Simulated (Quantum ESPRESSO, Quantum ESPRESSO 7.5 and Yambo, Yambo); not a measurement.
# Excitons of GaN (honeycomb monolayer): kernels and approximations

Wanted: excitons and ε₂ of GaN (honeycomb monolayer), with cost.

Program: Quantum ESPRESSO 7.5 and Yambo 5.3.0. Level of theory: PBE and many-body steps on it, plane waves. Results are calculated unless marked as measured.

## 1. The structure

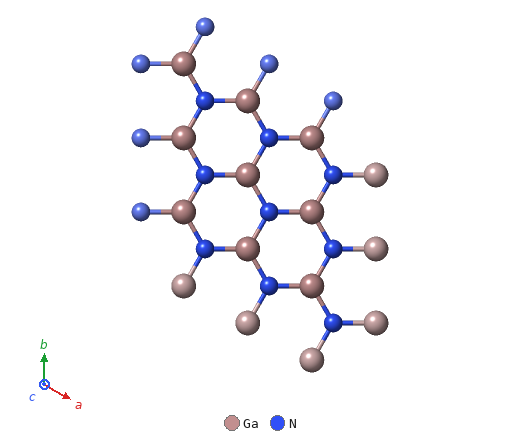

The cell as given, from above (gallium pink, nitrogen blue). 3×3×1 cells are drawn. Some periodic images of atoms are drawn too.

The cell holds 2 atoms: 1 Ga and 1 N. Its edges and angles: a = 3.213 Å, b = 3.213 Å, c = 14.000 Å, α = 90.0°, β = 90.0°, γ = 120.0°. Vacuum lies along c.

The structure was relaxed with PBE. The runs that relaxed it are not among those shown.

## 2. Empty states on the mesh, 9×9×1 mesh, 67 bands

This step: Quantum ESPRESSO 7.5; DFT, PBE, plane waves, norm-conserving pseudopotentials.

The sums over transitions need many empty states on a uniform mesh; this step solves for them.

Contents of pw.in:

```
&control
  calculation = 'nscf'
  prefix = 'x'
  outdir = 'o'
  pseudo_dir = 'pseudo'
/
&system
  ibrav = 0
  nat = 2
  ntyp = 2
  ecutwfc = 72.0
  nbnd = 67
  force_symmorphic = .true.
/
&electrons
  conv_thr = 1e-9
  electron_maxstep = 80
  diago_full_acc = .true.
  diago_thr_init = 5e-6
/
ATOMIC_SPECIES
  Ga 69.723 Ga.upf
  N 14.007 N.upf
CELL_PARAMETERS angstrom
  3.2128946138 0.0000000001 0.0000000000
  -1.6064473069 2.7824483552 0.0000000000
  0.0000000000 0.0000000000 14.0000000000
ATOMIC_POSITIONS crystal
  Ga 0.3333333333 0.6666666667 0.5000398363
  N 0.6666666667 0.3333333333 0.4999601637
K_POINTS automatic
  9 9 1 0 0 0
```

Started as:

```bash
$ OMP_NUM_THREADS=1 mpirun -n 8 pw.x -nk 4 -in pw.in > pw.out
```

What it wrote:

```text
Program PWSCF v.7.5 starts

     This program is part of the open-source Quantum ESPRESSO suite
     for quantum simulation of materials; please cite
         "P. Giannozzi et al., J. Phys.:Condens. Matter 21 395502 (2009);
         "P. Giannozzi et al., J. Phys.:Condens. Matter 29 465901 (2017);
         "P. Giannozzi et al., J. Chem. Phys. 152 154105 (2020);
     in publications or presentations arising from this work. More details at

     Atomic positions and unit cell read from directory:
     o/x.save/

     Message from routine setup:
[...]
30.2344  30.4106  31.1341

          k =-0.0000 0.2566 0.0000 (  8690 PWs)   bands (ev):

[...]
27.0197  27.3859  27.6294  27.7891  27.8168  28.1224  28.1305  28.3194
    28.3584  28.8974  29.4695  29.7826  30.5850  30.9574  31.3058  31.3073
    31.7395  31.7407  32.2724

          k =-0.0000 0.3849 0.0000 (  8718 PWs)   bands (ev):

     [... further k-points ...]

     highest occupied, lowest unoccupied level (ev):    -2.4503   -0.2760

     XML data file, pseudopotentials, collected wavefunctions

=------------------------------------------------------------------------------=
   JOB DONE.
=------------------------------------------------------------------------------=
```

It took 6.3 s on 8 MPI ranks of Arm Neoverse V2, shared host; peak memory 0.6 GiB; 49 s of CPU time.

Numbers from this step:

```
gap                                                           : 2.174 eV
k of the valence top                                          : 0.3333, 0.3333, 0
k of the conduction bottom                                    : 0, 0, 0
least direct gap                                              : 2.507 eV
k points computed                                             : 12
lowest point of the top converged band, above the valence top : 33.58 eV
```

On this mesh the gap is 2.174 eV.

The density comes from a self-consistent run that is not shown.

## 3. Conversion and set-up

This step: Yambo 5.3.0; conversion and set-up on PBE, plane waves, norm-conserving pseudopotentials.

The states are converted to the many-body program's format and the q mesh is built.

Started as:

```bash
$ (cd o/x.save; p2y > p2y.log; mv SAVE ../..); yambo > setup.log
```

What it wrote:

```text
 Yambo, version 5.3.0

 [02] CORE Variables Setup
 =========================

  [02.01] Unit cells
  ==================

  Cell kind             :  HCP
  Atoms in the cell     :  Ga  N
  number of Ga atoms    :  1
  number of N  atoms    :  1

  List of atomic masses
  Mass of Ga    :  69.72300
  Mass of N     :  14.00700

  List of atomic coordinates    : [cc]
  Ga1       : -0.30357E-09   3.5054       13.229      order 1
  N1       :   3.03575   1.75269  13.22703  order 2

  Alat factors          :   6.07149   5.25807  26.45617 [a.u.]
  Direct lattice volume :  844.5945 [a.u.]
[...]
K/Q-points units:
 rlu = crystal or reduced units; cc = cartesian coordinates; iku = interal k-units

 Q [ 1]         [rlu]:  0.000000  0.000000  0.000000
 Q [ 2]         [rlu]: -0.34085E-17  0.11111       0.0000
 Q [ 3]         [rlu]: -0.68169E-17  0.22222       0.0000
[...]
Q [ 8]         [rlu]:  0.111111  0.333333  0.000000
 Q [ 9]         [rlu]:  0.111111  0.444444  0.000000
 Q [10]         [rlu]:  0.222222  0.222222  0.000000
 Q [11]         [rlu]:  0.222222  0.333333  0.000000
 Q [12]         [rlu]:  0.333333  0.333333  0.000000

  [03.01] X indexes
  =================

   [03.01.01] Sigma indexes
   ========================

 [06] Game Over & Game summary
```

The job ended after 2.4 s (1 MPI rank; peak memory 0.25 GiB).

## 4. Screening and self-energy, 9×9×1 mesh, 67 bands, screening to 129.3 eV

G0W0 replaces the xc potential by the self-energy, built once from these orbitals. Only a window of levels is corrected, while the sums run over the empty bands that the input names.

This step: G0W0 on PBE, plane waves, norm-conserving pseudopotentials.

Contents of gw1.in:

```
HF_and_locXC
gw0
dyson
ppa
em1d
rim_cut
rim_w
RandQpts= 3000000
RandGvec= 100 RL
CUTGeo= "slab z"
RandGvecW= 9 RL
EXXRLvcs= 72 Ry
VXCRLvcs= 288 Ry
Chimod= "HARTREE"
% BndsRnXp
 1 | 67 |
%
NGsBlkXp= 9.5 Ry
% LongDrXp
 1 | 1 | 0 |
%
% GbndRnge
 1 | 67 |
%
DysSolver= "n"
ExtendOut
PPAPntXp= 27.21138 eV
% QPkrange
 1 | 12 | 7 | 10 |
%
```

Started as:

```bash
$ OMP_NUM_THREADS=1 mpirun -n 8 yambo -F gw1.in -J gw1 -C gw1 > gw1.log
```

What it wrote:

```text
 Yambo, version 5.3.0

 [02] CORE Variables Setup
 =========================

  [... cell, symmetries and grids as in the set-up ...]

  [02.05] Energies & Occupations
  ==============================

  [X] === General ===
  [X] Electronic Temperature                        :  0.000000  0.000000 [eV K]
  [X] Bosonic    Temperature                        :  0.000000  0.000000 [eV K]
  [X] Finite Temperature mode                       : no
  [X] El. density                                   :  0.14382E+24 [cm-3]
[...]
Sc bands terminator                              : no
  Sx RL components                                 :   8789

  QP @ state[ 1 ] K range                          :   1  12
  QP @ state[ 1 ] b range                          :   7  10
  GF energies kind                                 : Perdew, Burke & Ernzerhof(X)+Perdew, Burke & Ernzerhof(C)
  GF WF`s kind                                     : Perdew, Burke & Ernzerhof(X)+Perdew, Burke & Ernzerhof(C)
  Xs energies kind                                 : Perdew, Burke & Ernzerhof(X)+Perdew, Burke & Ernzerhof(C)
  Xs WF`s kind                                     : Perdew, Burke & Ernzerhof(X)+Perdew, Burke & Ernzerhof(C)

 [14] Game Over & Game summary
```

Wall time 5.7 min (8 MPI ranks); peak memory 4.3 GiB; 46 min of CPU time.

Numbers from this step:

- G0W0 gap on the mesh: 3.892 eV
- starting gap on the mesh: 2.174 eV
- k of the valence top: 0.3333, 0.3333, 0
- k of the conduction bottom: 0, 0, 0
- least direct G0W0 gap on the computed points: 3.918 eV

The gap on the mesh goes from 2.17 eV to 3.89 eV, a correction of +1.72 eV.

The gap opens by 1.717 eV; the next steps shift the empty bands rigidly by 1.411 eV, the correction at the start's least direct gap.

## 5. Excitons

Optical absorption needs the electron-hole interaction, solved here in a basis of vertical transitions on the mesh.

This step: Bethe-Salpeter equation on PBE with a scissors shift, plane waves, norm-conserving pseudopotentials.

Contents of bse2.in:

```
optics
bss
bse
em1s
dipoles
rim_cut
rim_w
RandQpts= 3000000
RandGvec= 100 RL
CUTGeo= "slab z"
RandGvecW= 9 RL
Chimod= "HARTREE"
BSKmod= "SEX"
BSEmod= "resonant"
BSSmod= "d"
BSENGexx= 30 Ry
BSENGBlk= 6 Ry
% BSEQptR
 1 | 1 |
%
% BSEBands
 7 | 12 |
%
% BEnRange
 0 | 9 | eV
%
% BDmRange
 0.1 | 0.1 | eV
%
BEnSteps= 181
% BLongDir
 1 | 0 | 0 |
%
% BndsRnXs
 1 | 36 |
%
NGsBlkXs= 6 Ry
% LongDrXs
 1 | 1 | 0 |
%
% KfnQP_E
 1.411 | 1.0 | 1.0 |
%
WRbsWF
```

Started as:

```bash
$ OMP_NUM_THREADS=1 mpirun -n 8 yambo -F bse2.in -J bse2 -C bse2 > bse2.log
```

What it wrote:

```text
 Yambo, version 5.3.0

 [02] CORE Variables Setup
 =========================

  [... cell, symmetries and grids as in the set-up ...]

  [02.05] Energies & Occupations
  ==============================

  [X] === General ===
  [X] Electronic Temperature                        :  0.000000  0.000000 [eV K]
  [X] Bosonic    Temperature                        :  0.000000  0.000000 [eV K]
  [X] Finite Temperature mode                       : no
  [X] El. density                                   :  0.14382E+24 [cm-3]
  [X] Fermi Level                                   : -2.450325 [eV]

  [X] === Gaps and Widths ===
  [X] Conduction Band Min                           :  2.174299 [eV]
  [X] Valence Band Max                              :  0.000000 [eV]
  [X] Filled Bands                                  :   9
  [X] Empty Bands                                   :   10   67
  [X] Direct Gap                                    :  2.507032 [eV]
  [X] Direct Gap localized at k                     :  1
  [X] Indirect Gap                                  :  2.174299 [eV]
  [X] Indirect Gap between kpts                     :  12   1
  [X] Last valence band width                       :  1.345554 [eV]
  [X] 1st conduction band width                     :  3.094316 [eV]

 [03] Transferred momenta grid and indexing
 ==========================================

 [BZ sampling] Q-grid is User defined and/or read from the database

 IBZ Q-points                                      :  12
 BZ  Q-points                                      :   81

 K/Q-points units:
 rlu = crystal or reduced units; cc = cartesian coordinates; iku = interal k-units

 Q [ 1]         [rlu]:  0.000000  0.000000  0.000000
 Q [ 2]         [rlu]: -0.34085E-17  0.11111       0.0000
 Q [ 3]         [rlu]: -0.68169E-17  0.22222       0.0000
 Q [ 4]         [rlu]: -0.10225E-16  0.33333       0.0000
 Q [ 5]         [rlu]: -0.13634E-16  0.44444       0.0000
 Q [ 6]         [rlu]:  0.111111  0.111111  0.000000
 Q [ 7]         [rlu]:  0.111111  0.222222  0.000000
 Q [ 8]         [rlu]:  0.111111  0.333333  0.000000
 Q [ 9]         [rlu]:  0.111111  0.444444  0.000000
 Q [10]         [rlu]:  0.222222  0.222222  0.000000
 Q [11]         [rlu]:  0.222222  0.333333  0.000000
 Q [12]         [rlu]:  0.333333  0.333333  0.000000

  [03.01] X + BSE indexes
  =======================

   [03.01.01] Sigma indexes
   ========================

 [04] Coloumb potential Random Integration (RIM)
 ===============================================

 Performing RIM of v_slab

  [04.01] RIM initialization
  ==========================

  * Diagonal components only detected *

  8 x (sBL volume)        :  0.029007 [a.u.]
  sBZ random points       :  3000000
  Points outside the sBZ  :  24001124
  RL volume               :  0.293691 [a.u.]
  Integrated volume       :  0.293678 [a.u.]

  [04.02] RIM integrals
  =====================

  Gamma point sphere radius             :  0.031176 [a.u.]
  Points outside the sphere             :  2398760
  [Int_sBZ(q=0) 1/q^2]*(Vol_sBZ)^(-1/3) =:  7.241949
                                 should be <:  7.795600

  Summary of Coulomb integrals for non-metallic bands |Q|[au] RIM/Bare

  Q [1] 0.100000E-4 0.928979 * Q [2] 0.132773 0.898647
  Q [6] 0.229970 0.987339 * Q [3] 0.265547 0.998666
  Q [7] 0.351286 1.008532 * Q [4] 0.398320 1.009451
  Q [10] 0.459941 1.008860 * Q [8] 0.478722 1.008580
  Q [5] 0.531094 1.007625 * Q [11] 0.578746 1.006673
  Q [9] 0.608445 1.006172 * Q [12] 0.689911 1.004908
  Non-periodic chartesian directions : none
  Optical renormalization            :  26.45617 [au]
  Polarizability dimension           : length

 [05] Coloumb potential CutOffslab
 =================================

 Cut directionsZ
 Slab Cutoff:Z
 Symmetry test passed : yes

 [WARNING] [Xs] User bands 1-36 break level degeneracy

 [06] External/Internal QP corrections
 =====================================

 [QP_apply] Action to be applied: USER defined scissor

  [06.01]  QP corrections report
  ==============================

[...]
Brillouin Zone Q/K grids (IBZ/BZ)                :   12   81   12   81
  RL vectors                                       :  10775 [WF]
  Coulomb cutoff potential                         : slab z
  Electronic Temperature                           :  0.000000 [K]
  Bosonic    Temperature                           :  0.000000 [K]
  Static diel. fun.  energies                      : Perdew, Burke & Ernzerhof(X)+Perdew, Burke & Ernzerhof(C)
  wavefunctions                                    : Perdew, Burke & Ernzerhof(X)+Perdew, Burke & Ernzerhof(C)
  Global Gauge                                     : length
  X matrix size                                    :  243
  X band range                                     :    1   36
  X e/h energy range                               : -1.000000 -1.000000 [eV]
  X Time ordering                                  : T
  X Hxc Kernel                                     : HARTREE
  X Drude frequency                                :  0.000000  0.000000
  X poles                                          :  100.0000 [o/o]
  RL vectors in the sum                            :  10775
  [r,Vnl] included                                 : yes
  Field direction                                  :  0.707107E-5  0.707107E-5   0.00000
  BZ energy Double Grid                            : no
  BZ energy DbGd points                            : 0
  BZ Q point size factor                           : -1.000000
  X Optical Averaged directions                    : none

 [09] Bethe Salpeter Equation driver
 ===================================

 [WARNING] Coulomb cutoff at q=0. Default/Suggested Lkind= bar

  [09.01] Bethe Salpeter Equation @q1
  ===================================

   [09.01.01] Transition pre-analysis @q1
   ======================================

   [09.01.02] Transition Groups build-up @q1
   =========================================

   [BSK] Transition groups (total):   48
   [BSK] Size (resonant):   729
   [BSK]         (total):   729
   [BSK] N. of matrices :  1

   [09.01.03] Loading Dipoles @q1
   ==============================

   [09.01.04] Independent Particles properties @q1
   ===============================================

   Optical renormalization       :  26.45617 [a.u.]
   Polarizability dimension      : length

   ==========================================================

   [BSE] Exchange components :  2363
   [BSE] Correlation components :   243   715

    [09.01.05.01] RIM-W interpolation
    =================================

    [WARNING] RIM-W works only for 2D semiconductors with slab cutoff
    Found compatible q grid: 2D
    q_min[ 1 ]:  0.11111      0.66691E-11   0.0000     [rlu]
     0.111111  0.055556  0.000000 [iku]
    q_min[ 2 ]:  0.34085E-17  0.11111       0.0000     [rlu]
    -0.39933E-11  0.11111       0.0000     [iku]
    G-vectors :   9
    G-vectors loaded:   61
    Number of interpolated frequencies:  1

    Evaluating coefficients q = 0

    [09.01.05.02] RIM-W integrals
    =============================

    8 x (sBL volume)        :  0.029007 [a.u.]
    sBZ random points       :  3000000
    Points outside the sBZ  :  24001124
    RL volume               :  0.293691 [a.u.]
    Integrated volume       :  0.293678 [a.u.]

    [09.01.05.03] RIM integrals
    ===========================

    Comparison between head Wc = W - v averages: < Wc > [au] RIM-W/RIM

     < -Wc [Q = 1] > 0.127853E-1 0.877688E-5 * < -Wc [Q = 2] > 0.003416 0.003311
     < -Wc [Q = 3] > 0.729208E-3 0.717510E-3 * < -Wc [Q = 4] > 0.253898E-3 0.251005E-3
     < -Wc [Q = 5] > 0.113579E-3 0.112682E-3 * < -Wc [Q = 6] > 0.001038 0.001019
     < -Wc [Q = 7] > 0.357603E-3 0.353405E-3 * < -Wc [Q = 8] > 0.153919E-3 0.152713E-3
     < -Wc [Q = 9] > 0.770623E-4 0.766389E-4 * < -Wc [Q = 10] > 0.173527E-3 0.172260E-3
     < -Wc [Q = 11] > 0.907324E-4 0.903023E-4 * < -Wc [Q = 12] > 0.542646E-4 0.541098E-4

    Comparison between head Wc = W - v averages: < Wc > [au] RIM-W/RIM

     < -Wc [G = 1,G`=0] > 0.127853E-1 0.877688E-5 * < -Wc [G = 2,G`=0] >-0.961089E-3  0.00000
     < -Wc [G = 3,G`=0] >-0.961089E-3  0.00000 * < -Wc [G = 4,G`=0] > 0.563505E-4  0.00000
     < -Wc [G = 5,G`=0] > 0.563505E-4  0.00000 * < -Wc [G = 6,G`=0] >-0.340233E-4  0.00000
     < -Wc [G = 7,G`=0] >-0.340233E-4  0.00000 * < -Wc [G = 8,G`=0] > 0.145483E-5  0.00000
     < -Wc [G = 9,G`=0] > 0.145483E-5  0.00000

    [09.01.05.04] Screened interaction header I/O
    =============================================

    [09.01.05.05] Main kernel loop
    ==============================

    [09.01.05.06] Wave-Function Phases
    ==================================

    [BSE] WF phases found       :  87.96296 [o/o]

   [09.01.06] BSE solver(s) @q1
   ============================

   [SLK-Digonalization]  Pools        :  2
   [SLK-Digonalization]  BLACS grid   :  2  2

   [09.01.07] Diago Solver @q1
   ===========================

 [12] Game Over & Game summary
```

Elapsed: 45 s, on 8 MPI ranks; peak memory 4.3 GiB.

This step gave:

```
transitions in the window                                      : 729
direct gap of the transition levels                            : 3.918 eV
lowest state                                                   : 2.550 eV
first strong exciton (over a fiftieth of the strongest listed) : 2.550 eV
binding of the lowest state below the direct gap               : 1.368 eV
```

The lowest state lies at 2.550 eV, 1.368 eV under the direct gap.

Lines within 3 meV are set at the lowest of them, and the highest group, which the list may cut short, is left out; lines within 3 meV are set at the lowest of them, and the highest group, which the list may cut short, is left out. Exciton lines, with heights relative to the strongest:

```csv
position (eV),lines merged,"strength, relative"
2.550,1,24
2.553,1,33
3.462,2,35
3.493,1,0.0
3.637,2,0.1
3.750,1,0.0
4.242,2,100
4.249,1,0.0
4.347,2,7.6
4.454,2,0.0
4.507,1,0.0
4.721,1,0.0
4.807,1,0.0
4.835,2,18
4.934,1,0.0
```

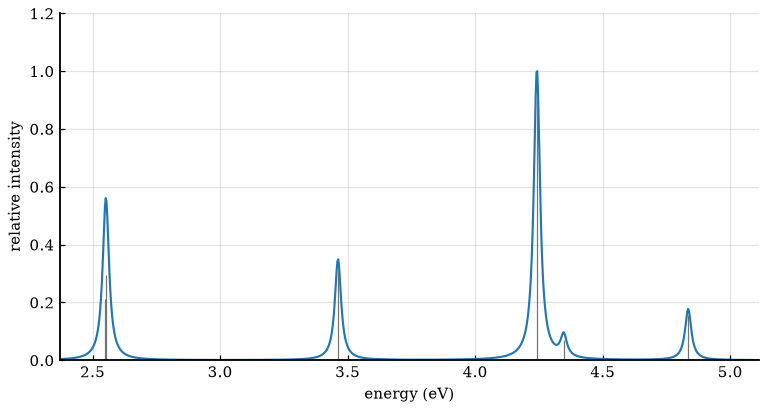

The exciton spectrum, broadened with Lorentzians of width 0.030 eV; bars mark the lines.

The Im polarisability of the sheet has structure finer than the step of the table below, so its rows give means over 0.5 eV, whole bins alone (the curve runs from 0 to 9 eV). Peaks (eV: height): BSE 2.55: 9.85, 3.45: 6.33, 4.25: 18.0, 6.35: 5.89, 7.20: 3.81; no electron-hole interaction 3.90: 3.79, 4.85: 4.97, 6.65: 10.3, 7.15: 4.69, 7.95: 5.38, 8.65: 5.38.

Sheet polarisability (bohr); field along x; broadening 0.1 eV; transition window only. Limits: finite bands, cutoff and mesh; exchange with frozen shells missing; no spin-orbit coupling; exciton not shown settled in the k mesh. The Im polarisability of the sheet by photon energy; means over each step:

```csv
photon energy (eV),BSE,no electron-hole interaction
0.5,0.0502,0.0156
1.0,0.0770,0.0192
1.5,0.143,0.0244
2.0,0.461,0.0328
2.5,4.71,0.0483
3.0,1.15,0.0880
3.5,3.35,0.361
4.0,5.53,1.88
4.5,5.62,0.748
5.0,2.09,2.34
5.5,1.14,0.669
6.0,1.67,1.39
6.5,3.35,7.25
7.0,1.87,3.70
7.5,0.876,2.16
8.0,0.751,3.63
8.5,0.572,2.81
```

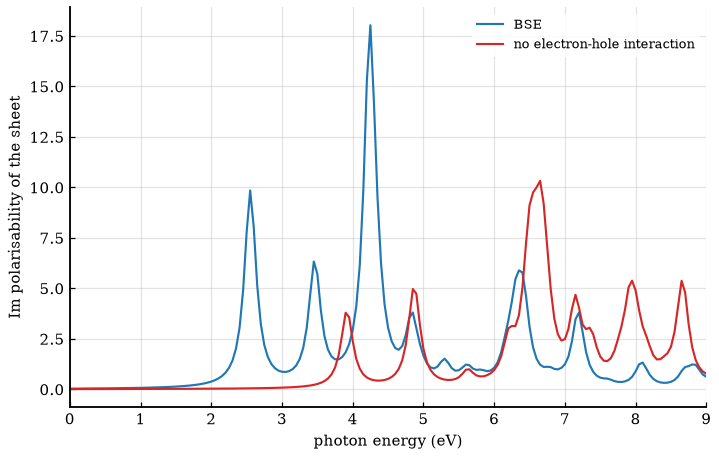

Im polarisability of the sheet, plotted against photon energy.

(Part 1 of 4 ends here.)

[Paths, hosts, dates, memory and timing lines, banners, echoed tables and standing remarks are left out of the program output.]

[Logs are printed without paths, hosts, clocks, repeated set-up lines and the standing remarks that a program may print on its own settings, such as how far it seeks lower states.]

[Runs of the session that timed out or met a known fault of the program may be left out.]

[Hosts, paths, dates, database ids (printed as entryN), source tags and the programs' standing remarks are cut or masked in the printed files.]
